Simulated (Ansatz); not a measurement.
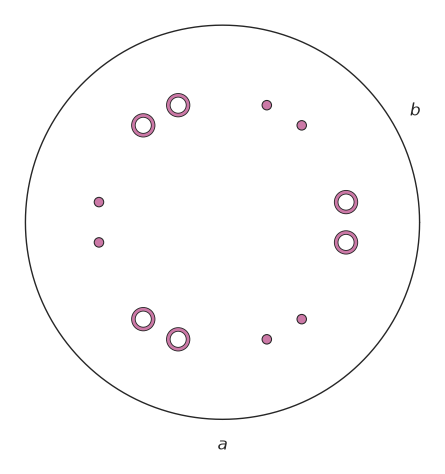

Stereographic projection: filled dots lie in the upper hemisphere, open rings in the lower. The c axis points at the viewer. The poles are all faces of one general form. Computed from the symmetry operations of a computed or model structure of composition MoS2.

Identify the point group and its elements.

-3m (D3d), order 12, trigonal system: one threefold axis, three twofold axes, three mirror planes, an inversion centre.

Can such a crystal be piezoelectric, pyroelectric or chiral?

It is centrosymmetric, so neither piezoelectric nor pyroelectric; it is not chiral.
